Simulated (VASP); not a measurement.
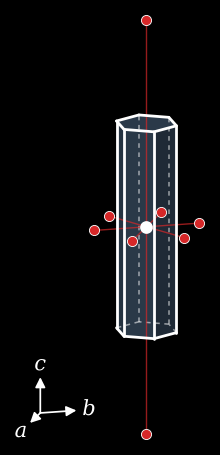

For WS₂, the geometry relaxed with VASP Kohn-Sham DFT of a periodic cell, PBEsol, VASP PAW PBE potentials, recommended (VASP): the Wigner–Seitz cell of the crystal's lattice, with lines to the lattice points that define its faces. Symmetry computed with spglib at a tolerance of 0.002 Å; standard conventional cell.

a = 3.146 Å, b = 3.146 Å, c = 12.548 Å, α = 90.00°, β = 90.00°, γ = 120.00°; space group P6₃/mmc, No. 194.

Which of Fedorov's five parallelohedra is it?

Answer. A hexagonal prism: 8 faces (6 with 4 edges, 2 with 6 edges), 18 edges, 12 vertices. Its volume is that of the primitive cell, 107.6 Å³.

Which lattice vectors do the faces bisect?

Answer.
```
example  length (Å)  faces  edges of each  area (Å²)
  a + b        3.15      6              4       22.8
      c       12.55      2              6        8.6
```
